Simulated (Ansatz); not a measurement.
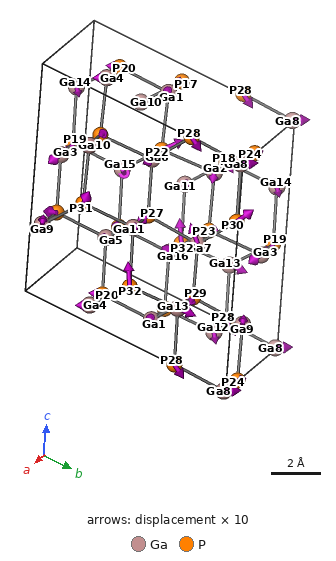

A relaxation of a crystal of GaP (set up in P1). The starting structure is drawn; purple arrows show the displacements, 10 times their true length.

A ball-and-stick model of the cell of the calculation, seen slightly off an axis.

Method: DFT PBE, scalar-relativistic, plane waves, PAW in Ansatz.

The input:
```yaml
crystal:
  lattice:
    - [-5.5051169769, 5.5051169769, 5.5051169769]
    - [5.5051169769, -5.5051169769, 5.5051169769]
    - [5.5051169769, 5.5051169769, -5.5051169769]
  atoms:
    - { symbol: Ga, position: [0.5041916301, 0.5012649067, 0.0001745256] }
    - { symbol: Ga, position: [0.4973164908, 0.7491714907, 0.7549627811] }
    - { symbol: Ga, position: [0.4934494169, 0.0033824539, 0.5050251074] }
    - { symbol: Ga, position: [0.7503858565, 0.2564273575, 0.0037791871] }
    - { symbol: Ga, position: [0.4980113862, 0.2515879852, 0.2500115201] }
    - { symbol: Ga, position: [0.7552422685, 0.5048592415, 0.7560048941] }
    - { symbol: Ga, position: [0.7487352549, 0.7532393083, 0.4925383296] }
    - { symbol: Ga, position: [-0.0008108966, -0.0100103943, -0.0040973064] }
    - { symbol: Ga, position: [0.7514573179, -0.0007947715, 0.2462640996] }
    - { symbol: Ga, position: [-0.0036728981, 0.2537186098, 0.7519853632] }
    - { symbol: Ga, position: [-0.0045849577, 0.4949503601, 0.496642273] }
    - { symbol: Ga, position: [0.2501984893, 0.7475690652, 0.0052497409] }
    - { symbol: Ga, position: [-0.005014441, 0.7385005102, 0.2482272559] }
    - { symbol: Ga, position: [0.2503987019, -0.0025861119, 0.7544304393] }
    - { symbol: Ga, position: [0.2606233916, 0.2497391843, 0.5058184167] }
    - { symbol: Ga, position: [0.2438259717, 0.5013437511, 0.2475265661] }
    - { symbol: P, position: [0.2506922151, 0.5024247209, 0.0005207186] }
    - { symbol: P, position: [0.2476277425, 0.7447217584, 0.7530024181] }
    - { symbol: P, position: [0.2545689284, 0.0022356225, 0.5086105941] }
    - { symbol: P, position: [0.5000426198, 0.2559396844, 0.0027366846] }
    - { symbol: P, position: [0.2542977798, 0.2536723977, 0.2520828524] }
    - { symbol: P, position: [0.4962785799, 0.4873498592, 0.7401287947] }
    - { symbol: P, position: [0.4906702466, 0.7421870474, 0.4956639287] }
    - { symbol: P, position: [0.7496230671, -0.0053230648, -0.0026985826] }
    - { symbol: P, position: [0.5083238235, 0.0076960199, 0.2551151351] }
    - { symbol: P, position: [0.7523038113, 0.2463908596, 0.7480288262] }
    - { symbol: P, position: [0.7475262901, 0.5041640604, 0.5055258442] }
    - { symbol: P, position: [-0.0002795015, 0.743635675, 0.0044939644] }
    - { symbol: P, position: [0.7543012754, 0.7521856702, 0.2562826987] }
    - { symbol: P, position: [-0.0099587319, -0.0112263506, 0.7384835224] }
    - { symbol: P, position: [-0.0087562439, 0.244465776, 0.4912155038] }
    - { symbol: P, position: [-0.0005566539, 0.5007122103, 0.2397346238] }
basis:
  ecutwfc: 420
  xc_grid: 2
kpoints:
  mp_grid: { grid: [2, 2, 2], shift: [0.5, 0.5, 0.5] }
hamiltonian:
  xc: pbe
scf:
  occupations: { method: gaussian, width: 0.02 }
output:
  forces: true
  stress: false
  eigenvalues: true
relax:
  adjacent_minimum: "off"
  f_tol: 0.03
  max_steps: 25
```

Command:
```bash
ansatz run input.yaml --threads 8 --pin off --max-ram 16384MiB --backend cpu --events-out ev --progress --plain --runs-dir out
```

What happened in the run?

Answer. After 2 accepted moves (3 points after the start) the energy has fallen by 26.0 meV per atom. Largest force component: 1.4 eV/Å at the start, 0.0069 eV/Å at the end. 1 step only repeated the SCF at the same geometry. The largest moves, 0.11 Å, are those of P22 and P32. P32 goes roughly along +c. By element the largest moves are P 0.11 Å, Ga 0.10 Å. The cell stays as it was. Some distances before and after: Ga15–P22 2.249 → 2.383 Å, Ga13–P32 2.257 → 2.384 Å, Ga15–P31 2.508 → 2.384 Å, Ga7–P29 2.268 → 2.383 Å. Bond angles that change, for instance: Ga1–P22–Ga2 104.3° → 109.5°, Ga3–P26–Ga10 114.2° → 109.4°, Ga8–P30–Ga14 105.2° → 109.5°. The space group (tolerance 0.01 Å) goes from P1 (No. 1) to F-43m (No. 216). The run took 43 s on 8 threads of Arm Neoverse V2, on a shared host, peak memory 2.3 GiB.
